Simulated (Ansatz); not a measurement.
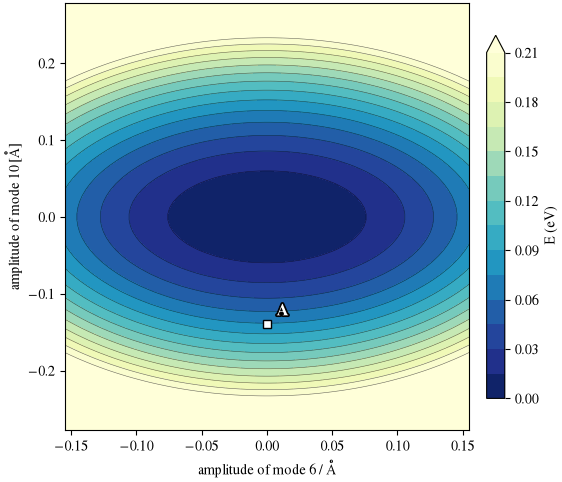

SrO (Fm-3m, No. 225; 4 atoms in the cell). The energy is mapped over two normal modes frozen in (zone-centre modes of the 4-atom cell of this scan, which folds in the wave vector (0, 0, 1/2) of the primitive cell). Coordinates scanned: (1) amplitude of mode 6 (190 cm⁻¹), largest displacement; (2) amplitude of mode 10 (257 cm⁻¹), largest displacement. Nothing is relaxed (the cell and all other modes fixed). Grid: 5 × 5 points; 9 points were computed and 16 follow by symmetry. Points are written as (first, second). All energies are given in eV per cell relative to the lowest grid point. Theory: Ansatz 0.2.0, DFT PBE, scalar-relativistic, plane waves, PAW. Settings: cutoff 520 eV, k-mesh 9×9×8 in the order of the run's cell vectors, gaussian smearing 0.05 eV, no spin polarisation.

In the figure: filled contours, one colour for all values above the top of the scale, the point A. Between grid points the surface is interpolated.

### Is A at rest? If not, where is it pushed?

A, at (0.000 Å, −0.139 Å), is not a stationary point. The computed force is nearly zero along the first coordinate and 1.1 eV for each Å towards larger values of the second coordinate.
